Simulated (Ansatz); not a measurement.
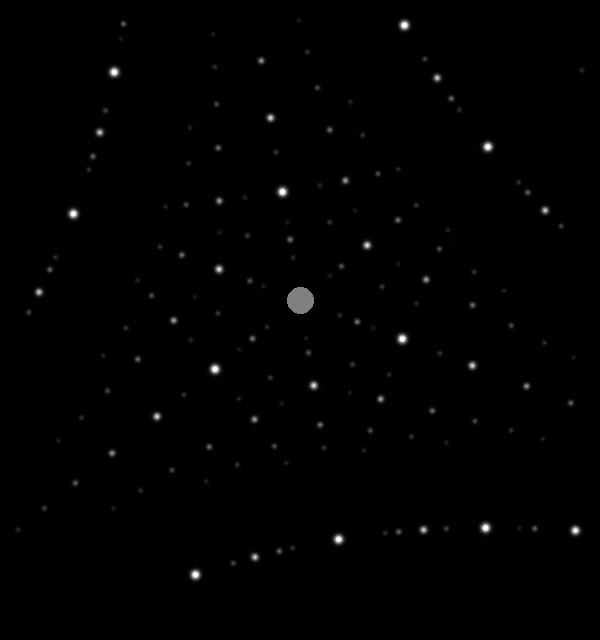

Simulated back-reflection Laue pattern (white X-rays, 0.45 to 2.2 Å, flat plate covering ±45° about the beam, kinematic intensities, seen from the source).

What symmetry does the pattern show?

Answer. 3m: a threefold axis with three mirror lines.

The crystal is Tl, space group Im-3m (No. 229), a = 4.14 Å. Structure: the input geometry of an electronic-structure calculation (not necessarily at equilibrium); the starting structure was generated, so it need not be a known form of this composition.

Which direction points towards the source?

Answer. [111] or one equivalent to it by a rotation of the Laue group. In Laue class m-3m no other family of directions with a member of indices 0 and ±1 has this symmetry.
